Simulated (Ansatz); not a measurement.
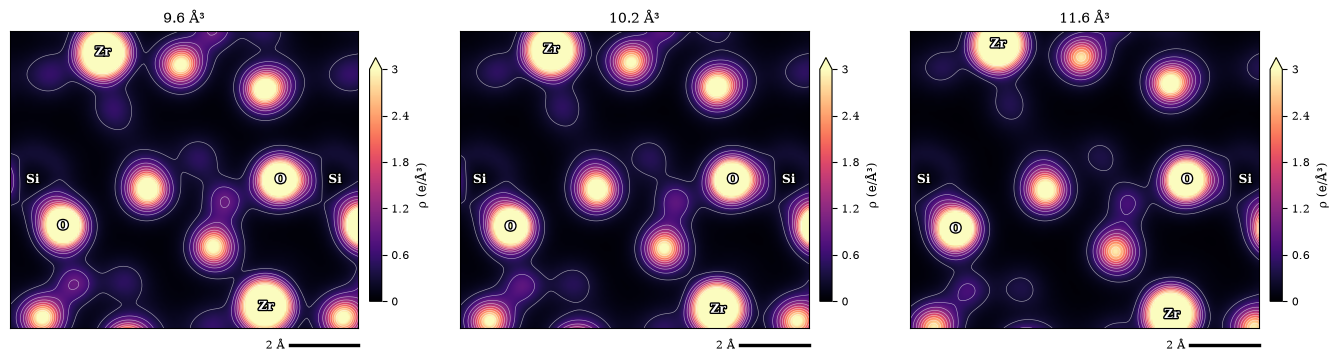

ZrSiO₄. The valence electron density of cells scaled evenly to different volumes (given per atom above each panel), on the (111) plane of each (indices in the axes of the cell below), at one length scale and on one colour scale.

PAW files of the earlier set (soft_1).

Method: Ansatz, DFT PBEsol, scalar-relativistic, plane waves, PAW.

In a PAW calculation such maps are meaningful between the atoms, not at the nuclei.

The largest cell:

```cif
data_structure
_symmetry_space_group_name_H-M 'P 1'
_symmetry_Int_Tables_number 1
_cell_length_a 5.7091
_cell_length_b 5.7091
_cell_length_c 5.7091
_cell_angle_alpha 111.713
_cell_angle_beta 111.713
_cell_angle_gamma 105.075
_cell_volume 142.62
loop_
_atom_site_label
_atom_site_type_symbol
_atom_site_fract_x
_atom_site_fract_y
_atom_site_fract_z
_atom_site_occupancy
Zr1 Zr 0.75000 0.25000 0.50000 1
Zr2 Zr 0.00000 0.00000 0.00000 1
Si1 Si 0.25000 0.75000 0.50000 1
Si2 Si 0.50000 0.50000 0.00000 1
O1 O 0.13458 0.31897 0.81561 1
O2 O 0.06897 0.75336 0.68439 1
O3 O 0.50336 0.31897 0.18439 1
O4 O 0.06897 0.38458 0.31561 1
O5 O 0.61542 0.93103 0.68439 1
O6 O 0.68103 0.86542 0.18439 1
O7 O 0.24664 0.93103 0.31561 1
O8 O 0.68103 0.49664 0.81561 1
```

| volume (Å³/atom) | Si–O contact in the plane (Å) | ρ at its midpoint (e/Å³) | pressure (GPa) | gap on the mesh (eV) | 
| --- | --- | --- | --- | --- |
| 9.60 | 1.607 | 1.290 | 38.5 | 4.98 | 
| 10.25 | 1.642 | 1.201 | 15.7 | 4.81 | 
| 10.58 | 1.660 | ? | ? | ? | 
| 11.56 | 1.709 | 1.057 | −13.0 | 4.44 | 
| 11.88 | 1.725 | 1.025 | −17.8 | 4.35 | 

Estimate the missing row, and compare with the calculation.

Over the known rows ln ρ falls by 1.94 per Å of Si–O distance (a least-squares line), which gives 1.162 e/Å³ at 1.660 Å; the calculation gives 1.161 e/Å³. For the pressure, a straight line in volume between the neighbouring rows gives 8.5 GPa; the calculation gives 6.8, lower because pressure rises ever faster on compression. For the gap on the mesh, a straight line in volume between the neighbouring rows gives 4.72 eV; the calculation gives 4.73.
